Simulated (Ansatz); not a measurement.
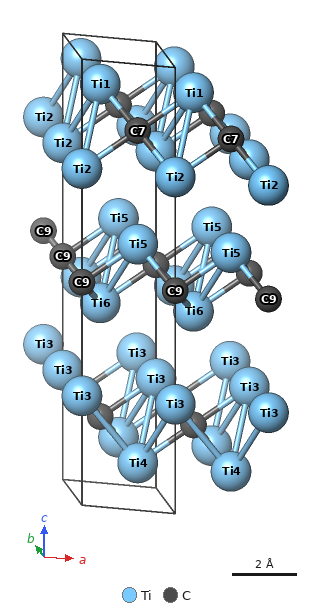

The starting point is a crystal of Ti2C (set up in R-3m). Style: ball-and-stick. Shown: the cell of the calculation, repeated 2 × 2 × 1 with one cell outlined, slightly off an axis.

The calculation used Ansatz, DFT r2SCAN, scalar-relativistic, plane waves, PAW. Set-up: plane-wave cutoff 500 eV; k-point mesh 12 × 12 × 4; occupations gaussian; smearing width 0.1 eV; no spin polarisation.

Change: Strain along c alone, +2.0 %, is applied. The other axes are held and the atoms relaxed.

> Predict the response.

The energy rises by 3.8 meV per atom. The pressure goes from 0.0 to −2.1 GPa. The principal stresses (compression positive) are −4.4 GPa along c and −1.0 GPa across it. The volume changes by +2.0 %, with a = b unchanged at 3.078 Å, c 14.463 → 14.752 Å (+2.0 %). The largest moves relative to the cell, 0.016 Å, are those of Ti atoms. C stays in place. Among the bonded contacts that change: Ti–Ti 2.884 → 2.895 Å. The space group stays R-3m (No. 166).

Drawn alike, the variant:

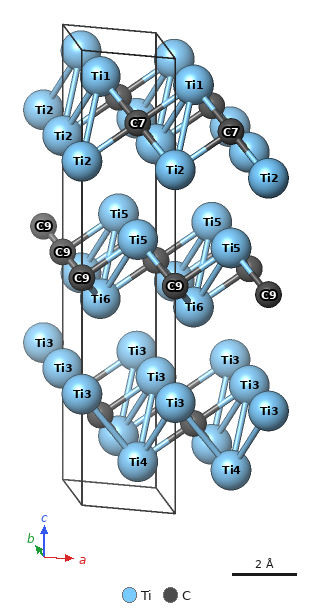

Limits of the set-up: layers or molecules are held without a dispersion correction, so their spacing is unreliable.
